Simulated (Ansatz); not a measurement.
Si9O19 (cell charge −2, with a compensating background) (cell with a defect)

```
Si O
1.0
     2.51002    4.34748   -5.50947
     2.51002   -4.34748   -5.50947
    -5.02004    0.00000   -5.50947
Si O
9 19
Direct
  0.67179 0.17410 0.17251
  0.34760 0.81791 0.84463
  0.99314 0.49959 0.52489
  0.97263 0.45279 0.93364
  0.61654 0.10695 0.62148
  0.28325 0.78366 0.28383
  0.73280 0.71257 0.22590
  0.34273 0.37829 0.92272
  0.06672 0.04971 0.57571
  0.61181 0.20861 0.39486
  0.28777 0.87525 0.05360
  0.86405 0.53513 0.73460
  0.09116 0.26702 0.53377
  0.74554 0.93476 0.19727
  0.41192 0.58795 0.87177
  0.84611 0.02830 0.62732
  0.50628 0.69219 0.30232
  0.18715 0.46323 0.76187
  0.82770 0.56473 0.40027
  0.47629 0.25650 0.09842
  0.15148 0.91574 0.76323
  0.83334 0.64968 0.02293
  0.51169 0.24683 0.76536
  0.19166 0.96422 0.38680
  0.85430 0.26718 0.04183
  0.52205 0.91761 0.69365
  0.15480 0.62404 0.37998
  0.13062 0.36043 0.09086
```

Level of theory: Ansatz 0.2.0, DFT PBE, scalar-relativistic, plane waves, PAW.

> What can the converged valence pseudo-density and electron localisation function tell about the bonding?

Si–O (1.58 Å): ρ is about 1.3 e/Å³ halfway; the ELF peaks at about 0.85 between the atoms: a polar covalent bond.
Si–O (1.71 Å): ρ is about 1 e/Å³ halfway; the ELF peaks at about 0.85 between the atoms.
Si–O (1.71 Å): the density is about 1 e/Å³ at the midpoint; the ELF peaks at about 0.85 between the atoms.

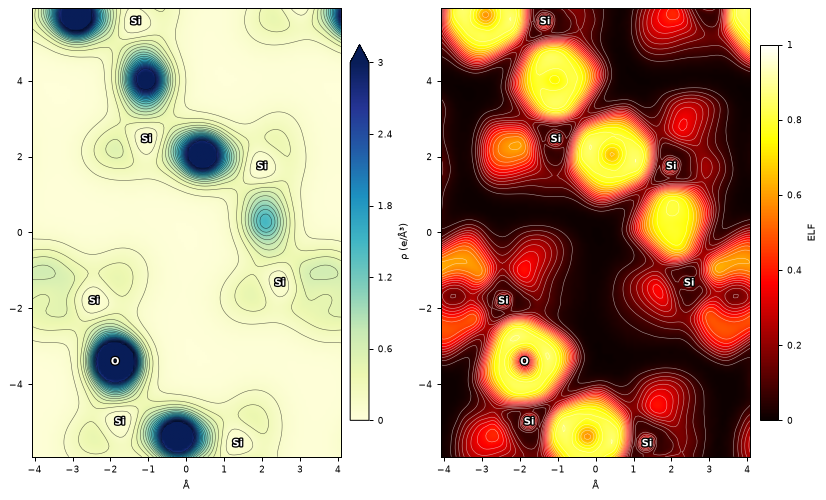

Computed valence pseudo-density and electron localisation function on the (011̄) plane of the calculation cell, in this order. Atoms just off the plane (O, 0.3 Å away) can leave unmarked features too.

Core electrons are frozen (PAW), and the valence fields are smoothed inside the atomic spheres.
